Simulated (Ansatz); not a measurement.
**PtSe: density, localisation and related maps**

Input file:

```
crystal:
  lattice:
    - [3.8565965691, 0.0, 0.0]
    - [-1.9282982846, 3.339910601, 0.0]
    - [0.0, 0.0, 26.40656896]
  atoms:
    - { symbol: Pt, position: [0.0, 0.0, 0.319352554] }
    - { symbol: Se, position: [0.6666666667, 0.3333333333, 0.286557287] }
  periodic: [true, true, false]
basis:
  ecutwfc: 420
kpoints:
  mp_grid: { grid: [18, 18, 1] }
hamiltonian:
  xc: pbe
scf:
  occupations: { method: gaussian, width: 0.1 }
output:
  forces: true
  stress: true
  eigenvalues: true
  write_density: true
  write_potential: true
  elf: true
  volumetric_format: npy
relax:
  adjacent_minimum: "off"
  f_tol: 0.01
  max_steps: 80
  cell: { stress_2d_tol: 0.02 }
```

Command:

```sh
ansatz run input.yaml --threads 1 --pin off --max-ram 2048MiB --backend cpu --events-out ev --progress --plain --runs-dir out
```

The fields are those of the run's last geometry, not of the input's.

A structure generated by program, which may or may not match a known phase.

All numbers below come from DFT PBE, scalar-relativistic, plane waves, PAW in Ansatz.

The density is the valence pseudo-density of a PAW calculation; it isn't the true density close to the nuclei.

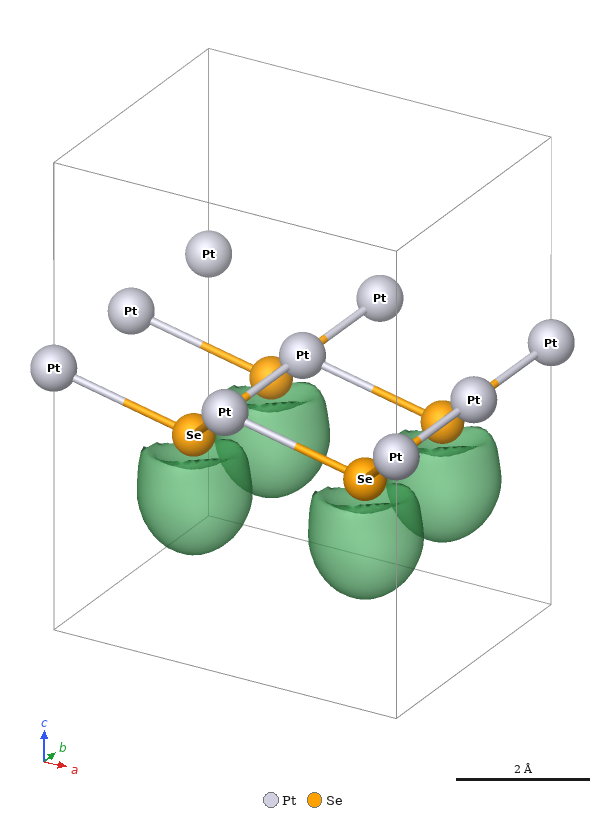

Figure 1. Isosurface of the ELF at 0.75 (green), seen slightly off an axis. Core shells and regions of very low density are left out. Sticks mark near contacts.

**What do the ELF domains correspond to?**

At this value the surface marks out one lobe on Se, pointing away from the bonds (lone pairs), counted in one cell of 2 atoms. Counts are for one cell; the picture repeats the cell along the surface. Profiles from the grid: Pt–Se (2.39 Å): the ELF is about 0.45 at the midpoint.

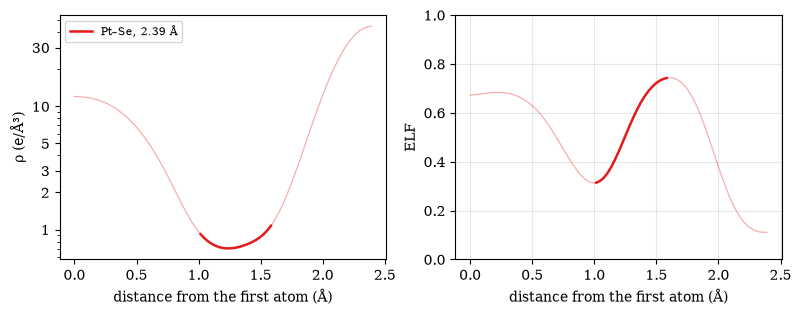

Figure 2. Valence charge density (pseudo) and ELF along straight lines between neighbouring atoms. Thin, pale parts lie inside the atomic spheres.

**What can be read from the curves?**

Pt–Se (2.39 Å): ρ at the midpoint is about 0.71 e/Å³; the ELF is about 0.45 at the midpoint.

**Does the calculation give a band gap?**

It is metallic or semimetallic at this level of theory: no gap opens.
